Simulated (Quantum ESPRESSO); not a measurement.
# Run report: AlPt, band-structure run (part 2 of 2)

AlPt (2 atoms in the cell); Kohn-Sham DFT of a periodic cell, PBEsol, spin-orbit coupling, PseudoDojo 0.4 FR PBEsol standard, no spin polarisation (Quantum ESPRESSO 7.5); cutoff 1142.88 eV, 9×9×9 k-mesh, fermi-dirac of 0.05 eV. The structure derives from a Materials Project entry.

Geometry of the input (Å; fractional positions):
```
3.0915  0.0000  0.0000
0.0000  3.0915  0.0000
0.0000  0.0000  3.0915
Pt 0.5000  0.5000  0.5000
Al 0.0000  0.0000  0.0000
```

## The program's output, continued
```
   -81.8937 -81.8937 -47.1975 -47.1975 -32.2148 -32.2148 -32.1615 -32.1615
     7.4132   7.4132  11.0412  11.0412  11.6154  11.6154  12.7865  12.7865
    13.3619  13.3619  14.3742  14.3742  16.6219  16.6219  21.8260  21.8260
    23.8402  23.8402  24.1753  24.1753  27.9040  27.9040  28.3116  28.3116
    29.2308  29.2308

          k = 0.0000 0.1111 0.4444 (  2596 PWs)   bands (ev):

   -81.8932 -81.8932 -47.1996 -47.1996 -32.2294 -32.2294 -32.1596 -32.1596
     8.6041   8.6041  10.1244  10.1244  11.7253  11.7253  12.5808  12.5808
    13.1734  13.1734  14.4143  14.4143  16.0995  16.0995  22.7621  22.7621
    23.7157  23.7157  25.4002  25.4002  26.3180  26.3180  27.3802  27.3802
    28.9887  28.9888

          k = 0.0000 0.2222 0.2222 (  2610 PWs)   bands (ev):

   -81.8938 -81.8938 -47.1971 -47.1971 -32.2025 -32.2025 -32.1712 -32.1712
     7.0312   7.0312  11.3120  11.3120  11.7367  11.7367  12.8162  12.8162
    13.6309  13.6309  14.0379  14.0379  18.3810  18.3810  19.1001  19.1001
    23.4712  23.4712  24.6440  24.6440  28.4725  28.4725  29.6270  29.6270
    30.3770  30.3770

          k = 0.0000 0.2222 0.3333 (  2612 PWs)   bands (ev):

   -81.8931 -81.8931 -47.2002 -47.2002 -32.2211 -32.2211 -32.1719 -32.1719
     7.9620   7.9620  10.9514  10.9514  11.9335  11.9335  12.7057  12.7057
    13.4313  13.4313  13.9751  13.9751  16.9916  16.9916  19.8898  19.8898
    23.7712  23.7712  24.7089  24.7089  27.0261  27.0261  28.9621  28.9621
    30.4762  30.4762

          k = 0.0000 0.2222 0.4444 (  2592 PWs)   bands (ev):

   -81.8926 -81.8926 -47.2023 -47.2023 -32.2346 -32.2346 -32.1709 -32.1709
     9.0652   9.0652  10.1392  10.1392  12.0121  12.0121  12.7564  12.7564
    13.3181  13.3181  14.0262  14.0262  16.1336  16.1336  21.0393  21.0393
    22.5859  22.5859  25.9053  25.9053  26.1192  26.1192  27.6628  27.6628
    30.8780  30.8780

          k = 0.0000 0.3333 0.3333 (  2606 PWs)   bands (ev):

   -81.8924 -81.8924 -47.2033 -47.2033 -32.2340 -32.2340 -32.1778 -32.1778
     8.6931   8.6931  10.7451  10.7451  12.3023  12.3023  12.8039  12.8039
    13.5123  13.5123  13.6645  13.6645  16.9010  16.9010  18.8434  18.8434
    22.5837  22.5837  25.4359  25.4359  26.9866  26.9866  28.9243  28.9243
    30.4164  30.4164

          k = 0.0000 0.3333 0.4444 (  2596 PWs)   bands (ev):

   -81.8919 -81.8919 -47.2054 -47.2054 -32.2450 -32.2450 -32.1791 -32.1791
     9.2810   9.2810  10.5562  10.5562  12.4480  12.4480  12.9887  12.9887
    13.5638  13.5638  13.6658  13.6658  16.0782  16.0782  19.2135  19.2135
    21.3696  21.3696  25.6974  25.6974  26.9690  26.9690  29.1763  29.1763
    30.0891  30.0891

          k = 0.0000 0.4444 0.4444 (  2602 PWs)   bands (ev):

   -81.8914 -81.8914 -47.2074 -47.2074 -32.2542 -32.2542 -32.1820 -32.1820
     9.2485   9.2485  11.0432  11.0432  12.8646  12.8646  13.1998  13.1998
    13.4775  13.4775  13.8864  13.8864  15.7335  15.7335  18.1712  18.1712
    20.5474  20.5474  25.3969  25.3969  28.0948  28.0948  29.0971  29.0971
    30.7082  30.7083

          k = 0.1111 0.1111 0.1111 (  2593 PWs)   bands (ev):

   -81.8948 -81.8948 -47.1927 -47.1927 -32.1733 -32.1733 -32.1727 -32.1727
     5.9917   5.9917  11.3235  11.3235  11.3724  11.3724  13.5339  13.5339
    13.8024  13.8024  14.3567  14.3567  19.8595  19.8595  20.3543  20.3543
    20.4456  20.4456  26.7067  26.7067  26.7489  26.7489  28.8038  28.8038
    31.6380  31.6381

          k = 0.1111 0.1111 0.2222 (  2600 PWs)   bands (ev):

   -81.8942 -81.8942 -47.1954 -47.1954 -32.1930 -32.1930 -32.1704 -32.1704
     6.6275   6.6275  11.4127  11.4127  11.5331  11.5331  13.1018  13.1018
    13.5789  13.5789  14.1528  14.1528  18.2895  18.2895  20.8746  20.8746
    21.2871  21.2871  25.8970  25.8970  27.8906  27.8906  29.5670  29.5670
    30.7479  30.7480

          k = 0.1111 0.1111 0.3333 (  2600 PWs)   bands (ev):

   -81.8935 -81.8935 -47.1986 -47.1986 -32.2155 -32.2155 -32.1673 -32.1673
     7.6081   7.6081  11.0938  11.0938  11.6791  11.6791  12.6885  12.6885
    13.3971  13.3971  14.1757  14.1757  16.8281  16.8281  21.9430  21.9430
    22.3142  22.3142  25.1219  25.1219  27.0672  27.0672  28.9887  28.9887
    29.5291  29.5291

          k = 0.1111 0.1111 0.4444 (  2596 PWs)   bands (ev):

   -81.8930 -81.8930 -47.2007 -47.2007 -32.2302 -32.2302 -32.1654 -32.1654
     8.7942   8.7942  10.1485  10.1485  11.7963  11.7963  12.4473  12.4473
    13.4032  13.4032  14.2387  14.2387  16.1374  16.1374  22.8471  22.8471
    23.2996  23.2996  24.7654  24.7654  25.3211  25.3211  28.3689  28.3689
    29.2334  29.2334

          k = 0.1111 0.2222 0.2222 (  2602 PWs)   bands (ev):

   -81.8936 -81.8936 -47.1982 -47.1982 -32.2014 -32.2014 -32.1789 -32.1789
     7.2311   7.2311  11.4300  11.4300  11.7796  11.7796  12.7796  12.7796
    13.4976  13.4976  13.7973  13.7973  18.7846  18.7846  19.3286  19.3286
    21.8823  21.8823  25.8243  25.8243  28.2247  28.2247  28.9934  28.9934
    29.9406  29.9406

          k = 0.1111 0.2222 0.3333 (  2606 PWs)   bands (ev):

   -81.8928 -81.8928 -47.2013 -47.2013 -32.2205 -32.2205 -32.1790 -32.1790
     8.1392   8.1392  11.0868  11.0868  11.9218  11.9218  12.5668  12.5668
    13.4795  13.4795  13.7947  13.7947  17.2774  17.2774  20.1449  20.1449
    22.8156  22.8156  24.5085  24.5085  26.9455  26.9455  28.9690  28.9690
    30.2632  30.2632

          k = 0.1111 0.2222 0.4444 (  2591 PWs)   bands (ev):

   -81.8924 -81.8924 -47.2034 -47.2034 -32.2343 -32.2343 -32.1777 -32.1777
     9.2031   9.2031  10.2857  10.2857  11.9583  11.9583  12.4284  12.4284
    13.6676  13.6676  13.9954  13.9954  16.2234  16.2234  21.3156  21.3156
    22.7693  22.7693  23.8840  23.8840  25.8510  25.8510  28.3505  28.3505
    30.4770  30.4770

          k = 0.1111 0.3333 0.3333 (  2596 PWs)   bands (ev):

   -81.8921 -81.8921 -47.2044 -47.2044 -32.2328 -32.2328 -32.1854 -32.1854
     8.8361   8.8361  10.9146  10.9146  12.1518  12.1518  12.5927  12.5927
    13.5144  13.5144  13.7875  13.7875  17.2859  17.2859  19.0015  19.0015
    22.7172  22.7172  23.6819  23.6819  27.4906  27.4906  28.8545  28.8545
    29.0850  29.0850

          k = 0.1111 0.3333 0.4444 (  2587 PWs)   bands (ev):

   -81.8916 -81.8916 -47.2064 -47.2064 -32.2439 -32.2439 -32.1866 -32.1866
     9.3823   9.3823  10.7599  10.7599  12.1173  12.1173  12.5943  12.5943
    13.6521  13.6521  14.2774  14.2774  16.2588  16.2588  19.4563  19.4563
    21.3081  21.3081  24.2376  24.2376  26.9852  26.9852  28.1068  28.1068
    30.4915  30.4915

          k = 0.1111 0.4444 0.4444 (  2589 PWs)   bands (ev):

   -81.8912 -81.8912 -47.2084 -47.2084 -32.2530 -32.2530 -32.1895 -32.1895
     9.3558   9.3558  11.2567  11.2567  12.2054  12.2054  12.5564  12.5564
    14.1407  14.1407  14.6728  14.6728  15.9333  15.9333  18.2773  18.2773
    20.3376  20.3376  24.4892  24.4892  27.4152  27.4152  28.1757  28.1757
    30.7306  30.7306

          k = 0.2222 0.2222 0.2222 (  2599 PWs)   bands (ev):

   -81.8929 -81.8929 -47.2009 -47.2009 -32.1991 -32.1991 -32.1979 -32.1979
     7.7934   7.7934  11.5410  11.5410  11.9819  11.9819  12.5426  12.5426
    13.4026  13.4026  13.4152  13.4152  19.7323  19.7323  19.7697  19.7697
    19.9452  19.9452  26.2789  26.2789  27.1445  27.1445  27.5124  27.5124
    30.9631  31.1863

          k = 0.2222 0.2222 0.3333 (  2590 PWs)   bands (ev):

   -81.8922 -81.8922 -47.2040 -47.2040 -32.2207 -32.2207 -32.1952 -32.1952
     8.6092   8.6092  11.2943  11.2943  11.8772  11.8772  12.4443  12.4443
    13.4050  13.4050  13.7093  13.7093  17.9243  17.9243  20.6010  20.6010
    20.9941  20.9941  24.5545  24.5545  25.5109  25.5109  28.1482  28.1482
    31.0893  31.0893

          k = 0.2222 0.2222 0.4444 (  2586 PWs)   bands (ev):

   -81.8917 -81.8917 -47.2060 -47.2060 -32.2350 -32.2350 -32.1931 -32.1931
     9.4786   9.4786  10.6769  10.6769  11.6483  11.6483  12.4800  12.4800
    13.4945  13.4945  14.5255  14.5255  16.4580  16.4580  21.4597  21.4597
    22.3139  22.3139  23.0452  23.0452  23.9022  23.9022  28.3037  28.3037
    31.1504  31.1505

          k = 0.2222 0.3333 0.3333 (  2580 PWs)   bands (ev):

   -81.8915 -81.8915 -47.2071 -47.2071 -32.2298 -32.2298 -32.2046 -32.2046
     9.1978   9.1978  11.1426  11.1426  11.8217  11.8217  12.5082  12.5082
    13.6468  13.6468  13.9561  13.9561  18.2382  18.2382  19.3020  19.3020
    21.4944  21.4944  23.0799  23.0799  25.5865  25.5865  26.8505  26.8505
    31.2837  31.2837

          k = 0.2222 0.3333 0.4444 (  2584 PWs)   bands (ev):

   -81.8910 -81.8910 -47.2091 -47.2091 -32.2414 -32.2414 -32.2052 -32.2052
     9.6383   9.6383  10.9862  10.9862  11.5763  11.5763  12.5984  12.5984
    13.8444  13.8444  15.0083  15.0083  16.7622  16.7622  19.8927  19.8927
    21.0253  21.0253  22.9570  22.9570  24.5811  24.5811  26.9964  26.9964
    30.6967  30.6967

          k = 0.2222 0.4444 0.4444 (  2579 PWs)   bands (ev):

   -81.8905 -81.8905 -47.2111 -47.2111 -32.2499 -32.2499 -32.2086 -32.2086
     9.6458   9.6458  11.1025  11.1025  11.6113  11.6113  12.6069  12.6069
    14.8649  14.8649  15.4770  15.4770  16.7050  16.7050  18.5730  18.5730
    19.6813  19.6813  23.4262  23.4262  25.4534  25.4534  26.2981  26.2981
    28.8607  28.8607

          k = 0.3333 0.3333 0.3333 (  2566 PWs)   bands (ev):

   -81.8907 -81.8907 -47.2101 -47.2101 -32.2268 -32.2268 -32.2260 -32.2260
     9.6177   9.6177  10.9517  10.9517  11.4475  11.4475  13.1733  13.1733
    14.0906  14.0906  14.1289  14.1289  19.3384  19.3384  19.5020  19.5020
    19.5284  19.5284  22.9700  22.9700  24.6568  24.6568  25.0427  25.0427
    29.9833  29.9833

          k = 0.3333 0.3333 0.4444 (  2584 PWs)   bands (ev):

   -81.8903 -81.8903 -47.2121 -47.2121 -32.2406 -32.2406 -32.2242 -32.2242
     9.9074   9.9074  10.7471  10.7471  11.2107  11.2107  13.5088  13.5088
    14.1974  14.1974  15.5292  15.5292  17.4585  17.4585  19.3409  19.3409
    20.7339  20.7339  22.4211  22.4211  23.2547  23.2547  25.4201  25.4201
    28.2602  28.2602

          k = 0.3333 0.4444 0.4444 (  2576 PWs)   bands (ev):

   -81.8898 -81.8898 -47.2141 -47.2141 -32.2464 -32.2464 -32.2301 -32.2301
    10.0061  10.0061  10.6045  10.6045  11.0360  11.0360  13.9086  13.9086
    15.1369  15.1369  16.2535  16.2535  17.8125  17.8125  18.4599  18.4599
    19.2998  19.2998  22.8291  22.8291  23.5738  23.5738  24.4497  24.4497
    26.1446  26.1446

          k = 0.4444 0.4444 0.4444 (  2554 PWs)   bands (ev):

   -81.8893 -81.8893 -47.2161 -47.2161 -32.2442 -32.2442 -32.2441 -32.2441
    10.2121  10.2121  10.3346  10.3346  10.7905  10.7905  15.0940  15.0940
    15.2959  15.2959  17.0639  17.0639  17.8112  17.8112  18.5903  18.5903
    19.2554  19.2554  22.1829  22.1829  23.0323  23.0323  23.1878  23.1878
    24.1607  24.1607

     the Fermi energy is    16.8556 ev

!    total energy              =    -266.33027475 Ry
     estimated scf accuracy    <          9.1E-11 Ry
     smearing contrib. (-TS)   =      -0.00054545 Ry
     internal energy E=F+TS    =    -266.32972931 Ry

     The total energy is F=E-TS. E is the sum of the following terms:
     one-electron contribution =     -99.92679499 Ry
     hartree contribution      =      59.84898063 Ry
     xc contribution           =     -49.70309490 Ry
     ewald contribution        =    -176.54882005 Ry

     convergence has been achieved in   8 iterations

     Forces acting on atoms (cartesian axes, Ry/au):

     atom    1 type  1   force =     0.00000000    0.00000000    0.00000000
     atom    2 type  2   force =     0.00000000    0.00000000    0.00000000

     Total force =     0.000000     Total SCF correction =     0.000000

     Computing stress (Cartesian axis) and pressure

          total   stress  (Ry/bohr**3)                   (kbar)     P=      -59.65
  -0.00040549   0.00000000   0.00000000          -59.65        0.00        0.00
   0.00000000  -0.00040549   0.00000000            0.00      -59.65        0.00
   0.00000000   0.00000000  -0.00040549            0.00        0.00      -59.65

=------------------------------------------------------------------------------=
   JOB DONE.
=------------------------------------------------------------------------------=
```

## File pp_density.out
```
This program is part of the open-source Quantum ESPRESSO suite
     for quantum simulation of materials; please cite
         "P. Giannozzi et al., J. Phys.:Condens. Matter 21 395502 (2009);
         "P. Giannozzi et al., J. Phys.:Condens. Matter 29 465901 (2017);
         "P. Giannozzi et al., J. Chem. Phys. 152 154105 (2020);
          URL
     in publications or presentations arising from this work. More details at

     ./tmp/pwscf.save/

     IMPORTANT: XC functional enforced from input :
     Exchange-correlation= PBESOL
                           (   1   4  10   8   0   0   0)
     Any further DFT definition will be discarded
     Please, verify this is what you really want

     G-vector sticks info
     --------------------
     sticks:   dense  smooth     PW     G-vecs:    dense   smooth      PW
     Sum         917     917    277                20719    20719    3407

     Using Slab Decomposition

     Calling punch_plot, plot_num =   0
     Writing data to file  density.dat
     Reading data from file  density.dat

     Writing data to be plotted to file density.cube
     Plot Type: 3D                     Output format: Gaussian cube

=------------------------------------------------------------------------------=
   JOB DONE.
=------------------------------------------------------------------------------=
```

## File pp_potential.out
```
This program is part of the open-source Quantum ESPRESSO suite
     for quantum simulation of materials; please cite
         "P. Giannozzi et al., J. Phys.:Condens. Matter 21 395502 (2009);
         "P. Giannozzi et al., J. Phys.:Condens. Matter 29 465901 (2017);
         "P. Giannozzi et al., J. Chem. Phys. 152 154105 (2020);
          URL
     in publications or presentations arising from this work. More details at

     ./tmp/pwscf.save/

     IMPORTANT: XC functional enforced from input :
     Exchange-correlation= PBESOL
                           (   1   4  10   8   0   0   0)
     Any further DFT definition will be discarded
     Please, verify this is what you really want

     G-vector sticks info
     --------------------
     sticks:   dense  smooth     PW     G-vecs:    dense   smooth      PW
     Sum         917     917    277                20719    20719    3407

     Using Slab Decomposition

     Calling punch_plot, plot_num =  11
     Writing data to file  potential.dat
     Reading data from file  potential.dat

     Writing data to be plotted to file potential.cube
     Plot Type: 3D                     Output format: Gaussian cube

=------------------------------------------------------------------------------=
   JOB DONE.
=------------------------------------------------------------------------------=
```

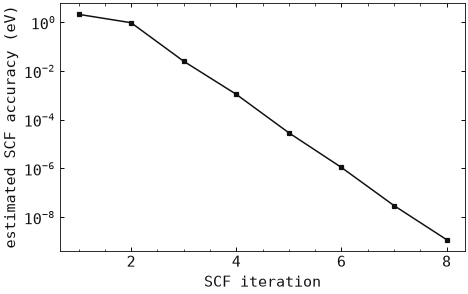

Fig. 1: Convergence of the self-consistent field: estimated SCF accuracy against the iteration. The field takes 8 iterations in all.

## Summary

```json
{"quantity": "outcome", "value": "converged"}
{"quantity": "space group (tolerance 0.01 Å)", "value": "Pm-3m (221)"}
{"quantity": "electrons treated", "value": "21"}
{"quantity": "free energy", "value": "−3623.6080 eV"}
{"quantity": "Fermi energy", "value": "16.856 eV"}
{"quantity": "gap on the k-point mesh", "value": "none (metallic)"}
{"quantity": "pressure", "value": "−5.97 GPa"}
{"quantity": "largest force (length of the vector)", "value": "under 0.001 eV/Å"}
{"quantity": "hardware", "value": "2 threads of AMD EPYC (Zen 5), 64 GiB of memory available, shared host"}
{"quantity": "wall time", "value": "53 s (CPU time 1.7 min)"}
{"quantity": "peak memory", "value": "0.3 GiB"}
```

Further notes kept with the run: eigenvalues not converged. The cell is under a tension of 6.0 GPa at this level, so it is not at its equilibrium volume.
